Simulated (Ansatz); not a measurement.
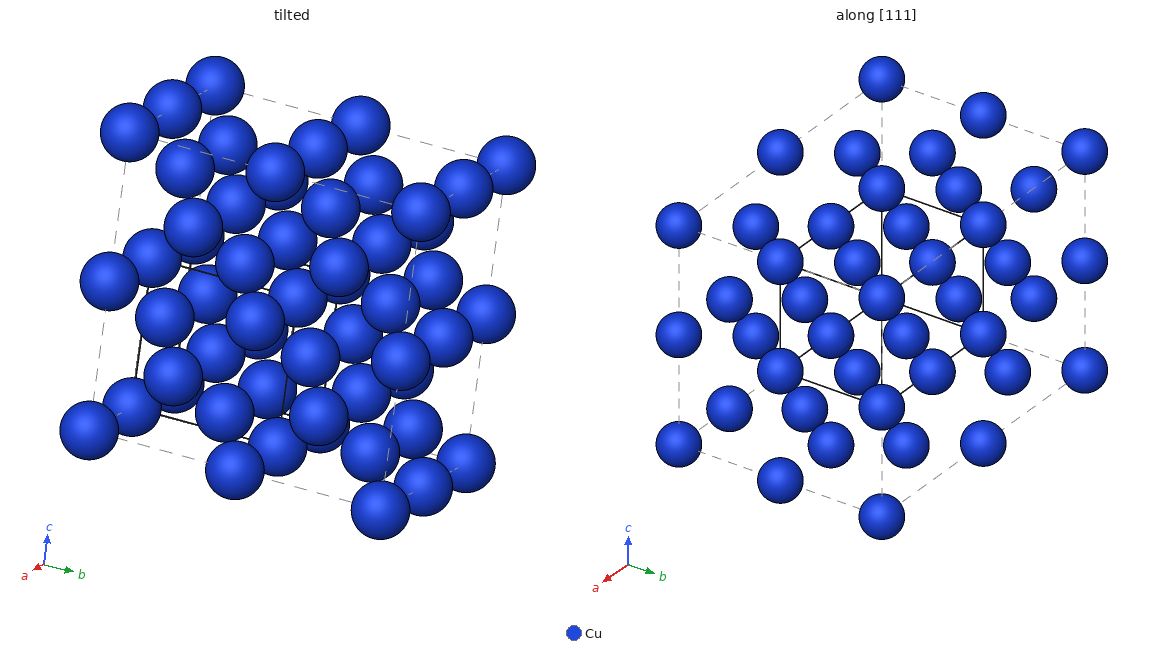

Drawn in the spheres-only manner and seen slightly off an axis and along [111]. Solid lines give the unit cell, repeated here 2×2×2 times. Cell: a = 4.011 Å, b = 3.915 Å, c = 3.973 Å, α = 91.99°, β = 118.59°, γ = 117.55°.

What can be read from this drawing?

- The element is copper.
- No point symmetry survives, so the space group is P1.
- It is a distorted form of a body-centred cubic structure, space group Im-3m (No. 229) within 0.45 Å: body-centred cubic (W type).
- The cell holds four atoms.

The model was built from a structure listed in the Materials Project. The cell was then strained or its atoms displaced on purpose. An electronic-structure calculation with Ansatz was run on it.
